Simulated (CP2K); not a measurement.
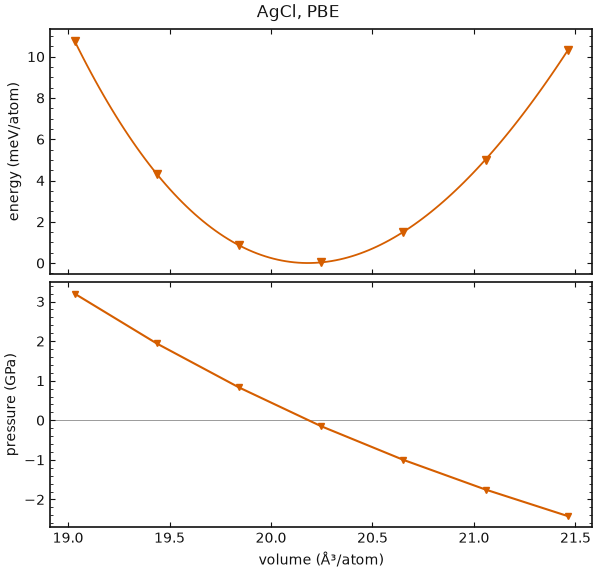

Calculation (CP2K 2026.2): DFT in Gaussian orbitals with a plane-wave density, no spin polarisation; energies at scaled volumes of the given cell, shape and fractions fixed, counted from the fit's minimum, third-order Birch-Murnaghan fit. Level: PBE.

- k mesh: 8×8×8
- occupations: Fermi–Dirac
- smearing width: 0.05 eV
- potentials: GTH PBE with UZH TZVP basis
- density cutoff: 6123 eV
- program settings: ngrids 5, rel cutoff ry 60, cutoff ry 450, basis sets Ag TZVP-MOLOPT-PBE-GTH-q11, basis sets Cl TZVP-MOLOPT-PBE-GTH-q7

Starting cell:
```
Ag Cl
1.0
     3.43397    0.00000    0.00000
     0.00000    3.43397    0.00000
     0.00000    0.00000    3.43397
Ag Cl
1 1
Cartesian
  0.0000 0.0000 0.0000
  1.7170 1.7170 1.7170
```

Caption: Energy and pressure against volume for AgCl, space group Pm-3m (No. 221).

A third-order Birch–Murnaghan fit gives V0 = 20.18 Å³/atom, B0 = 46.4 GPa and B′ = 5.5. The energy is 10.78 meV/atom at volume 19.03 Å³/atom and 10.30 meV/atom at 21.46 Å³/atom; the lowest computed point is at volume 20.25 Å³/atom (0.03 meV/atom), and no other minimum shows. The pressure falls from 3.20 GPa at volume 19.03 Å³/atom to −2.42 GPa at 21.46 Å³/atom, and changes sign near 20.19 Å³/atom.
